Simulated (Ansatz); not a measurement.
**Geometry relaxation of TiSi2 (part 1 of 2)**

The run: geometry relaxation of TiSi2 (slab, 9 atoms in the cell). Method and program: DFT PBE+D3(BJ), scalar-relativistic, plane waves, PAW, no spin polarisation (Ansatz 0.2.0).

The structure derives from an entry of the Crystallography Open Database. The input holds or restrains some coordinates. Forces given for the steps count only the free coordinates. It belongs to a series of runs on one base structure; here: clean slab, lower half held.

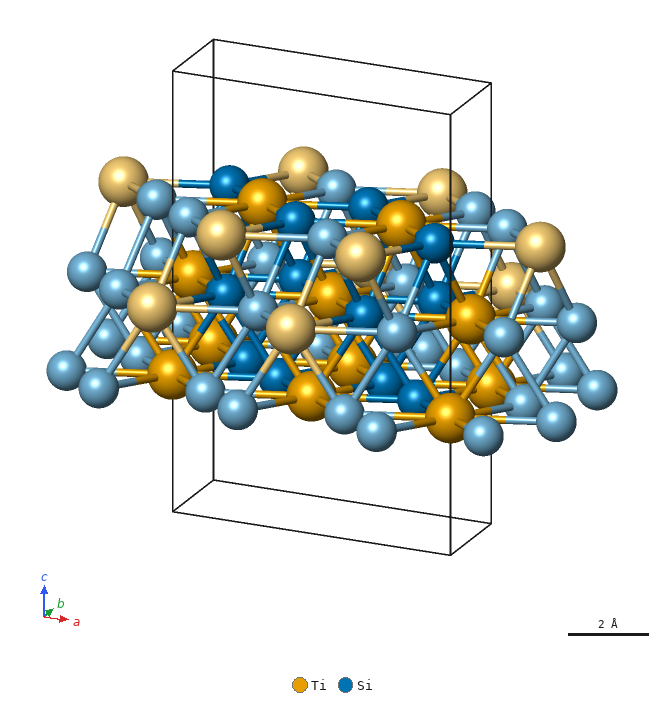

Fig. 1: The input geometry (ball-and-stick view of the 2 × 1 repeat of the cell, with the vacuum cut short, seen slightly off an axis; neighbours outside the cell are drawn fainter). An atom can appear more than once, as a periodic image.

Input file
```yaml
crystal:
  lattice:
    - [4.7035829077, 0.0, 0.0]
    - [-2.3206826651, 4.0912252611, 0.0]
    - [0.0, 0.0, 21.2307305546]
  atoms:
    - { symbol: Ti, position: [0.0, 0.0, 0.4003630482] }
    - { symbol: Si, position: [0.3365450033, 0.6634549967, 0.4003630482] }
    - { symbol: Si, position: [0.6634549967, 0.3365450033, 0.4003630482] }
    - { symbol: Ti, position: [0.0, 0.5, 0.5] }
    - { symbol: Si, position: [0.6634549967, 0.8365450033, 0.5] }
    - { symbol: Si, position: [0.3365450033, 0.1634549967, 0.5] }
    - { symbol: Ti, position: [0.5, 0.5, 0.5996369518] }
    - { symbol: Si, position: [0.8365450033, 0.1634549967, 0.5996369518] }
    - { symbol: Si, position: [0.1634549967, 0.8365450033, 0.5996369518] }
basis:
  ecutwfc: 420
kpoints:
  mp_grid: { grid: [7, 7, 1] }
hamiltonian:
  xc: pbe
  dispersion: d3bj
scf:
  occupations: { method: gaussian, width: 0.1 }
output:
  forces: true
  eigenvalues: true
  write_density: true
  write_potential: true
  elf: true
  volumetric_format: npy
relax:
  adjacent_minimum: "off"
  f_tol: 0.03
  max_steps: 70
  constraints: [{ sites: [0, 1, 2] }]
efield:
  axis: 3
  dipole_correction: true
  ramp_width: 0.04
```

Run on 1 thread of Intel Xeon @ 2.50GHz (Skylake/Cascade Lake), 189 GiB of memory available, shared host.

Launch command:
```bash
ansatz run input.yaml --threads 1 --pin off --max-ram 2560MiB --backend cpu --events-out ev --progress --plain --runs-dir out
```

Output
```
Engine: ansatz 0.2.0, x86_64-unknown-linux-gnu
Pseudopotentials: kind: paw
Pseudopotential: Ti, paw, valence charge 12, recommended cutoff 420 eV (normal), Ti.paw.azcp
Pseudopotential: Si, paw, valence charge 4, recommended cutoff 420 eV (normal), Si.paw.azcp
Functional definition: PBE
  parameter kappa = 0.804
  parameter beta = 0.06672455060314922
  exchange = pbe_x(kappa = kappa, mu = beta*pi^2/3)
  correlation = pbe_c(beta = beta)
Crystal: 9 atoms, lattice volume = 408.552 Å³
Basis set: ecut = 420 eV, 7969 PW (Γ), exchange–correlation on 64×64×288 points (8 copies of the dense FFT grid, shifted against one another)
Bands: 39, of which v1, the nominal top of the filled ones, is band 30 counted from 1 (29 counted from 0)
Symmetry: 2 space group operations
k-points: 25 of 49
Non-local potential: Ti, projectors of the file, l = 0: 3, l = 1: 2, l = 2: 3, l = 3: 1
Non-local potential: Si, projectors of the file, l = 0: 2, l = 1: 2, l = 2: 2
PAW form: soft (Blöchl's): semilocal exchange-correlation on the pseudo side does not see the compensation charge
PAW one-centre angular grid: Ti, 590 points (default); XC on 64 Gauss nodes
PAW one-centre angular grid: Si, 110 points (default); XC on 64 Gauss nodes
Initial density: superposition of atomic densities (neutral atoms: chi_scale 0, normalization atom), corrected by the library's trained network
Initial wavefunctions: pseudopotential atomic-orbital guess
Functional: x = pbe(κ = 0.804, μ = 0.2195149727645171), c = pbe(β = 0.06672455060314922)
SCF iter   1: F=—  HF=-11317.534483 eV  |F-HF|=—  |Δ(HF+E_count)|=         —  Δρ=4.16e-3  dr2=8.57e-2  ethr=1.77e-3  p=0.000 e·Å  D=1.32e-14 V/Å  ΔV_dip=-0.00 eV  dr2_dipole=1.18e-5  V_vac-E_F(+/−)=3.97/3.97 eV  ⟨swp⟩=9.4  Hψ=5248  notcnv=0
efield: sawtooth ramp at fractional position 0.9800 (placed from the atoms, in the widest stretch of the axis that holds none; the zero of the levels goes with the place), width 0.0400; the density the first Hamiltonian is built on has a dipole p = 0.000 e·Å; the dipole correction subtracts the counter field D = 1.32e-14 V/Å, which shifts the + side's vacuum level by -0.00 eV against the − side's; the planar-averaged density in the ramp window peaks in size at 8.7e-6 e/Å³
preconditioner: auto → LDOS  [metal: Δε(μ)=0.035 eV  Ē_g=5.509 eV  σ=0.100 eV  W_gap=0.19  n_scr=66 (ndim 8)  ℏωp=11.0 eV  f_vac=0.598  D(μ)=6.64/eV (n_scr^D=40)  β→1.0]
SCF iter   2: F=—  HF=-11317.539490 eV  |F-HF|=—  |Δ(HF+E_count)|=   5.01e-3  Δρ=2.35e-3  dr2=2.98e-2  ethr=1.43e-4  p=0.000 e·Å  D=1.18e-4 V/Å  ΔV_dip=-0.00 eV  dr2_dipole=1.37e-5  V_vac-E_F(+/−)=3.77/3.78 eV  ⟨swp⟩=3.1  Hψ=2530  notcnv=0  defer=50
SCF iter   3: F=—  HF=-11317.534538 eV  |F-HF|=—  |Δ(HF+E_count)|=   4.95e-3  Δρ=6.04e-4  dr2=2.43e-3  ethr=4.96e-5  p=0.000 e·Å  D=3.61e-5 V/Å  ΔV_dip=-0.00 eV  dr2_dipole=8.97e-7  V_vac-E_F(+/−)=3.79/3.79 eV  ⟨swp⟩=2.0  Hψ=1496  notcnv=0  defer=50
SCF iter   4: F=—  HF=-11317.534519 eV  |F-HF|=—  |Δ(HF+E_count)|=   1.89e-5  Δρ=1.82e-4  dr2=2.23e-4  ethr=4.05e-6  p=0.000 e·Å  D=6.33e-6 V/Å  ΔV_dip=-0.00 eV  dr2_dipole=9.92e-10  V_vac-E_F(+/−)=3.79/3.79 eV  ⟨swp⟩=2.4  Hψ=1667  notcnv=0  defer=23
SCF iter   5: F=—  HF=-11317.534554 eV  |F-HF|=—  |Δ(HF+E_count)|=   3.51e-5  Δρ=4.23e-5  dr2=2.27e-5  ethr=3.72e-7  p=0.000 e·Å  D=1.30e-6 V/Å  ΔV_dip=-0.00 eV  dr2_dipole=1.41e-9  V_vac-E_F(+/−)=3.80/3.80 eV  ⟨swp⟩=2.2  Hψ=1392  notcnv=0  defer=11
SCF iter   6: F=-11317.534559 eV  HF=-11317.534561 eV  |F-HF|=2.29e-6  |Δ(HF+E_count)|=   7.26e-6  Δρ=2.65e-5  dr2=4.16e-6  ethr=3.75e-8  p=0.000 e·Å  D=1.25e-6 V/Å  ΔV_dip=-0.00 eV  dr2_dipole=7.67e-10  V_vac-E_F(+/−)=3.80/3.80 eV  ⟨swp⟩=24.7  Hψ=11515  notcnv=0
SCF 1 converged in 6 iterations: F = -11317.534559 eV  dr2 = 4.16e-6
  greatest PAW one-centre occupation: 0.999 electrons in one spin orbital (limit 2), on the Ti atom at site 3 (counted from 0), in its partial waves of l = 0
relax step   1: F+E_penalty+E_count = -11317.53455879 eV  Δ(F+E_penalty+E_count) = +0.000e0 eV  max|allowed force component| = 4.785e-1 eV/Å  Δτ_max = 0.0000 Å  (6 SCF iters, dr2 threshold 2.25e-5 eV, accepted)
Initial density: handed on by an earlier stage of this run
Initial wavefunctions: those handed on with the density
iter 1 solved again at ethr=1.03e-3 eV; its pass at ethr=3.10e-3 eV (dr2=6.18e-1 eV) is discarded
SCF iter   1: F=—  HF=-11317.623254 eV  |F-HF|=—  |Δ(HF+E_count)|=         —  Δρ=5.00e-3  dr2=7.12e-1  ethr=1.03e-3  p=0.000 e·Å  D=1.72e-6 V/Å  ΔV_dip=-0.00 eV  dr2_dipole=1.40e-1  V_vac-E_F(+/−)=3.77/3.77 eV  ⟨swp⟩=1.0  Hψ=3394  notcnv=0  defer=46
efield: sawtooth ramp at fractional position 0.9800 (handed on by an earlier solve), width 0.0400; the density the first Hamiltonian is built on has a dipole p = 0.000 e·Å; the dipole correction subtracts the counter field D = 1.72e-6 V/Å, which shifts the + side's vacuum level by -0.00 eV against the − side's; the planar-averaged density in the ramp window peaks in size at 1.6e-6 e/Å³
preconditioner: auto → LDOS  [metal: Δε(μ)=0.034 eV  Ē_g=5.456 eV  σ=0.100 eV  W_gap=0.19  n_scr=66 (ndim 8)  ℏωp=11.0 eV  f_vac=0.588  D(μ)=6.97/eV (n_scr^D=40)  β→1.0]
SCF iter   2: F=—  HF=-11317.590954 eV  |F-HF|=—  |Δ(HF+E_count)|=   3.23e-2  Δρ=1.87e-3  dr2=2.97e-2  ethr=1.03e-3  p=-0.001 e·Å  D=-5.58e-4 V/Å  ΔV_dip=0.01 eV  dr2_dipole=3.35e-4  V_vac-E_F(+/−)=3.81/3.80 eV  ⟨swp⟩=2.1  Hψ=1277  notcnv=0  defer=46
SCF iter   3: F=—  HF=-11317.587685 eV  |F-HF|=—  |Δ(HF+E_count)|=   3.27e-3  Δρ=9.78e-4  dr2=9.57e-3  ethr=4.94e-5  p=0.003 e·Å  D=1.16e-3 V/Å  ΔV_dip=-0.02 eV  dr2_dipole=1.31e-4  V_vac-E_F(+/−)=3.75/3.78 eV  ⟨swp⟩=3.2  Hψ=2025  notcnv=0  defer=46
SCF iter   4: F=—  HF=-11317.586076 eV  |F-HF|=—  |Δ(HF+E_count)|=   1.61e-3  Δρ=3.57e-4  dr2=1.91e-3  ethr=1.60e-5  p=0.003 e·Å  D=1.52e-3 V/Å  ΔV_dip=-0.03 eV  dr2_dipole=7.27e-5  V_vac-E_F(+/−)=3.75/3.78 eV  ⟨swp⟩=2.6  Hψ=1615  notcnv=0  defer=47
SCF iter   5: F=—  HF=-11317.585868 eV  |F-HF|=—  |Δ(HF+E_count)|=   2.08e-4  Δρ=1.03e-4  dr2=1.39e-4  ethr=3.18e-6  p=0.004 e·Å  D=1.94e-3 V/Å  ΔV_dip=-0.04 eV  dr2_dipole=4.46e-6  V_vac-E_F(+/−)=3.74/3.79 eV  ⟨swp⟩=2.3  Hψ=1595  notcnv=0  defer=47
SCF iter   6: F=-11317.585850 eV  HF=-11317.585855 eV  |F-HF|=5.29e-6  |Δ(HF+E_count)|=   1.22e-5  Δρ=2.42e-5  dr2=8.93e-6  ethr=2.39e-8  p=0.005 e·Å  D=2.14e-3 V/Å  ΔV_dip=-0.05 eV  dr2_dipole=9.72e-9  V_vac-E_F(+/−)=3.74/3.79 eV  ⟨swp⟩=24.2  Hψ=11380  notcnv=0
SCF 2 converged in 6 iterations: F = -11317.585850 eV  dr2 = 8.93e-6
relax step   2: F+E_penalty+E_count = -11317.58585015 eV  Δ(F+E_penalty+E_count) = -5.129e-2 eV  max|allowed force component| = 9.623e-2 eV/Å  Δτ_max = 0.0965 Å  (6 SCF iters, dr2 threshold 1.43e-5 eV, accepted)
SCF iter   1: F=—  HF=-11317.589598 eV  |F-HF|=—  |Δ(HF+E_count)|=         —  Δρ=1.13e-3  dr2=3.55e-2  ethr=5.17e-4  p=0.005 e·Å  D=2.14e-3 V/Å  ΔV_dip=-0.05 eV  dr2_dipole=8.05e-3  V_vac-E_F(+/−)=3.74/3.79 eV  ⟨swp⟩=2.0  Hψ=1618  notcnv=0  defer=47
efield: sawtooth ramp at fractional position 0.9800 (handed on by an earlier solve), width 0.0400; the density the first Hamiltonian is built on has a dipole p = 0.005 e·Å; the dipole correction subtracts the counter field D = 2.14e-3 V/Å, which shifts the + side's vacuum level by -0.05 eV against the − side's; the planar-averaged density in the ramp window peaks in size at 1.3e-6 e/Å³
preconditioner: auto → LDOS  [metal: Δε(μ)=0.010 eV  Ē_g=5.454 eV  σ=0.100 eV  W_gap=0.06  n_scr=66 (ndim 8)  ℏωp=11.0 eV  f_vac=0.589  D(μ)=6.58/eV (n_scr^D=40)  β→1.0]
SCF iter   2: F=—  HF=-11317.588840 eV  |F-HF|=—  |Δ(HF+E_count)|=   7.58e-4  Δρ=4.33e-4  dr2=2.13e-3  ethr=5.91e-5  p=0.004 e·Å  D=1.76e-3 V/Å  ΔV_dip=-0.04 eV  dr2_dipole=1.47e-4  V_vac-E_F(+/−)=3.75/3.79 eV  ⟨swp⟩=1.0  Hψ=1175  notcnv=0  defer=47
SCF iter   3: F=—  HF=-11317.588622 eV  |F-HF|=—  |Δ(HF+E_count)|=   2.18e-4  Δρ=1.41e-4  dr2=3.56e-4  ethr=3.54e-6  p=0.004 e·Å  D=1.66e-3 V/Å  ΔV_dip=-0.04 eV  dr2_dipole=2.84e-5  V_vac-E_F(+/−)=3.75/3.78 eV  ⟨swp⟩=3.3  Hψ=2090  notcnv=0  defer=47
SCF iter   4: F=—  HF=-11317.588582 eV  |F-HF|=—  |Δ(HF+E_count)|=   3.99e-5  Δρ=3.70e-5  dr2=1.58e-5  ethr=5.93e-7  p=0.004 e·Å  D=1.77e-3 V/Å  ΔV_dip=-0.04 eV  dr2_dipole=1.30e-6  V_vac-E_F(+/−)=3.75/3.79 eV  ⟨swp⟩=2.0  Hψ=1238  notcnv=0  defer=47
SCF iter   5: F=—  HF=-11317.588738 eV  |F-HF|=—  |Δ(HF+E_count)|=   1.56e-4  Δρ=1.13e-5  dr2=7.71e-7  ethr=2.64e-8  p=0.004 e·Å  D=1.80e-3 V/Å  ΔV_dip=-0.04 eV  dr2_dipole=1.70e-9  V_vac-E_F(+/−)=3.75/3.79 eV  ⟨swp⟩=2.0  Hψ=1376  notcnv=0  defer=47
SCF iter   6: F=—  HF=-11317.588739 eV  |F-HF|=—  |Δ(HF+E_count)|=   9.26e-7  Δρ=3.61e-6  dr2=1.33e-7  ethr=1.67e-10  p=0.004 e·Å  D=1.84e-3 V/Å  ΔV_dip=-0.04 eV  dr2_dipole=1.48e-8  V_vac-E_F(+/−)=3.75/3.79 eV  ⟨swp⟩=22.0  Hψ=9458  notcnv=0
SCF iter   7: F=-11317.588739 eV  HF=-11317.588739 eV  |F-HF|=1.84e-8  |Δ(HF+E_count)|=   4.51e-8  Δρ=1.20e-6  dr2=1.50e-8  ethr=1.67e-10  p=0.004 e·Å  D=1.85e-3 V/Å  ΔV_dip=-0.04 eV  dr2_dipole=8.15e-10  V_vac-E_F(+/−)=3.75/3.79 eV  ⟨swp⟩=11.1  Hψ=7172  notcnv=0
SCF 3 converged in 7 iterations: F = -11317.588739 eV  dr2 = 1.50e-8
relax step   3: F+E_penalty+E_count = -11317.58873916 eV  Δ(F+E_penalty+E_count) = -2.889e-3 eV  max|allowed force component| = 3.020e-2 eV/Å  Δτ_max = 0.0175 Å  (7 SCF iters, accepted)
SCF iter   1: F=—  HF=-11317.589062 eV  |F-HF|=—  |Δ(HF+E_count)|=         —  Δρ=2.17e-4  dr2=6.33e-4  ethr=4.78e-5  p=0.004 e·Å  D=1.85e-3 V/Å  ΔV_dip=-0.04 eV  dr2_dipole=1.23e-4  V_vac-E_F(+/−)=3.75/3.79 eV  ⟨swp⟩=1.6  Hψ=1450  notcnv=0
efield: sawtooth ramp at fractional position 0.9800 (handed on by an earlier solve), width 0.0400; the density the first Hamiltonian is built on has a dipole p = 0.004 e·Å; the dipole correction subtracts the counter field D = 1.85e-3 V/Å, which shifts the + side's vacuum level by -0.04 eV against the − side's; the planar-averaged density in the ramp window peaks in size at 1.3e-6 e/Å³
preconditioner: auto → LDOS  [metal: Δε(μ)=0.023 eV  Ē_g=5.461 eV  σ=0.100 eV  W_gap=0.13  n_scr=66 (ndim 8)  ℏωp=11.0 eV  f_vac=0.589  D(μ)=6.45/eV (n_scr^D=40)  β→1.0]
SCF iter   2: F=—  HF=-11317.589065 eV  |F-HF|=—  |Δ(HF+E_count)|=   3.23e-6  Δρ=1.58e-4  dr2=1.99e-4  ethr=1.06e-6  p=0.005 e·Å  D=2.23e-3 V/Å  ΔV_dip=-0.05 eV  dr2_dipole=7.96e-9  V_vac-E_F(+/−)=3.74/3.79 eV  ⟨swp⟩=3.1  Hψ=2070  notcnv=0
SCF iter   3: F=—  HF=-11317.589031 eV  |F-HF|=—  |Δ(HF+E_count)|=   3.42e-5  Δρ=3.31e-5  dr2=1.17e-5  ethr=3.31e-7  p=0.005 e·Å  D=2.16e-3 V/Å  ΔV_dip=-0.05 eV  dr2_dipole=1.69e-7  V_vac-E_F(+/−)=3.74/3.79 eV  ⟨swp⟩=2.1  Hψ=1405  notcnv=0
SCF iter   4: F=—  HF=-11317.589188 eV  |F-HF|=—  |Δ(HF+E_count)|=   1.57e-4  Δρ=8.57e-6  dr2=6.45e-7  ethr=1.95e-8  p=0.005 e·Å  D=2.19e-3 V/Å  ΔV_dip=-0.05 eV  dr2_dipole=5.91e-8  V_vac-E_F(+/−)=3.74/3.79 eV  ⟨swp⟩=2.1  Hψ=1381  notcnv=0
SCF iter   5: F=-11317.589188 eV  HF=-11317.589188 eV  |F-HF|=6.40e-8  |Δ(HF+E_count)|=   2.31e-7  Δρ=3.24e-6  dr2=9.68e-8  ethr=1.67e-10  p=0.005 e·Å  D=2.19e-3 V/Å  ΔV_dip=-0.05 eV  dr2_dipole=2.55e-9  V_vac-E_F(+/−)=3.74/3.79 eV  ⟨swp⟩=19.4  Hψ=9171  notcnv=0
SCF 4 converged in 5 iterations: F = -11317.589188 eV  dr2 = 9.68e-8
relax step   4: F+E_penalty+E_count = -11317.58918827 eV  Δ(F+E_penalty+E_count) = -4.491e-4 eV  max|allowed force component| = 1.417e-2 eV/Å  Δτ_max = 0.0047 Å  (5 SCF iters, accepted)
```

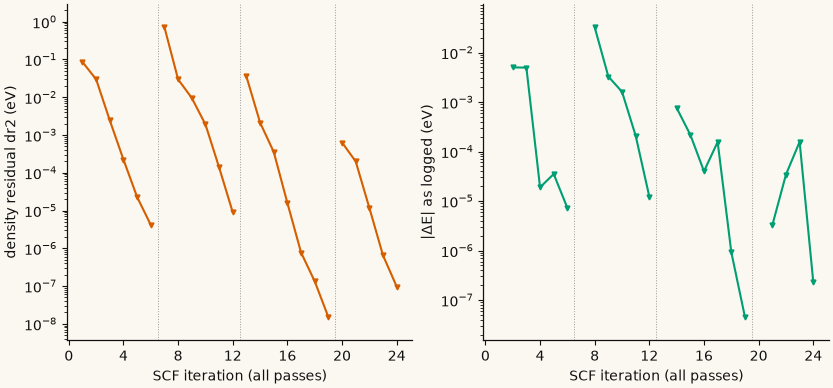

Fig. 2: Convergence of the self-consistent field: density residual dr2 and size of the energy change against the SCF iteration. The dotted lines part the SCF passes of the relaxation: geometry steps, rejected trials and re-solves on a re-selected basis. The passes take 6, 6, 7 and 5 iterations.

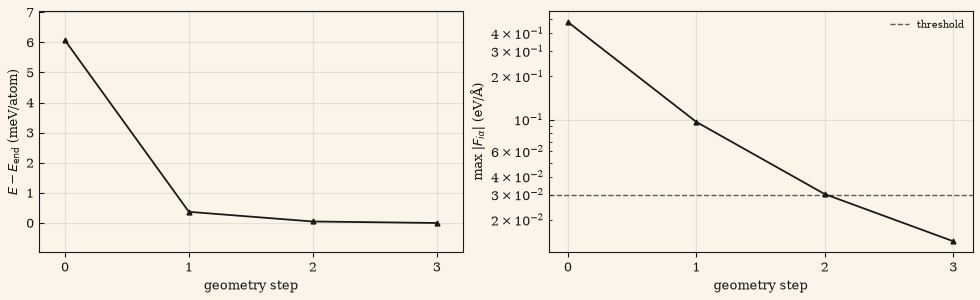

Fig. 3: Progress of the restrained relaxation, step by step (the first geometry is step 0 here and step 1 in the log).
